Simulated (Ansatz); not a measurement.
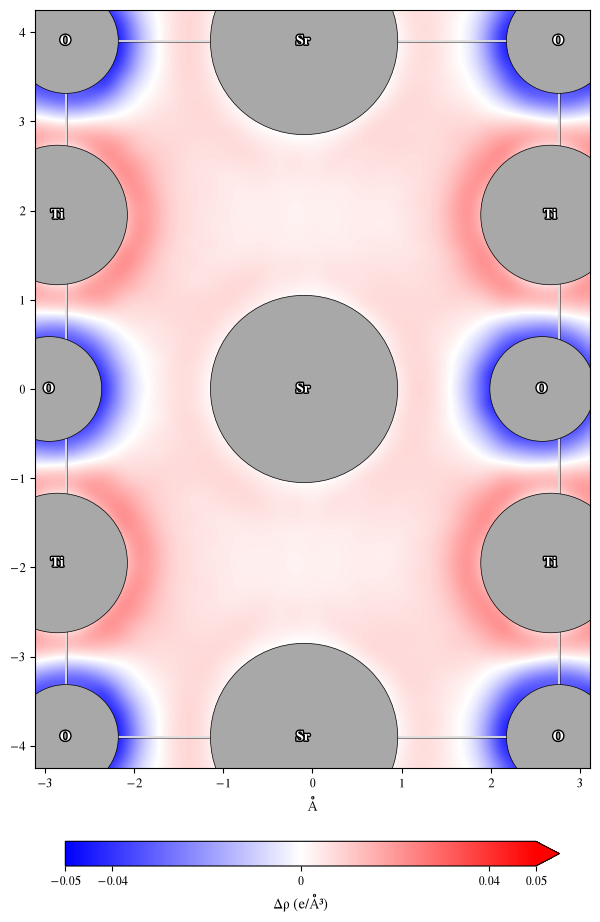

SrTiO3. Difference of the valence pseudo-densities of two functionals at the same geometry, on the (110) plane of the calculation cell: one of LDA and r2SCAN less the other.

Both computed with Ansatz (plane waves, PAW), on the same k-point mesh. Grey discs cover the atomic cores.

```
Sr Ti O
1.0
    -2.75891    2.75891    3.91361
     2.75891   -2.75891    3.91361
     2.75891    2.75891   -3.91361
Sr Ti O
2 2 6
Direct
  0.75000 0.25000 0.50000
  0.25000 0.75000 0.50000
  0.00000 0.00000 0.00000
  0.50000 0.50000 0.00000
  0.76690 0.26690 0.03380
  0.26690 0.23310 0.50000
  0.73310 0.76690 0.50000
  0.23310 0.73310 0.96620
  0.75000 0.75000 0.00000
  0.25000 0.25000 0.00000
```

### Which was subtracted from which, and what does the map show?

It is LDA less r2SCAN. Against r2SCAN, LDA gives more density around Sr (+0.005 e/Å³ on average at 1.2 Å from the nucleus), more density around Ti (+0.011 e/Å³ on average at 1.1 Å from the nucleus), less density around O (−0.024 e/Å³ on average at 0.7 Å from the nucleus) and a change of +0.010 e/Å³ at the midpoint of Ti–O, +0.008 e/Å³ at the midpoint of Sr–O and +0.006 e/Å³ at the midpoint of Sr–O.
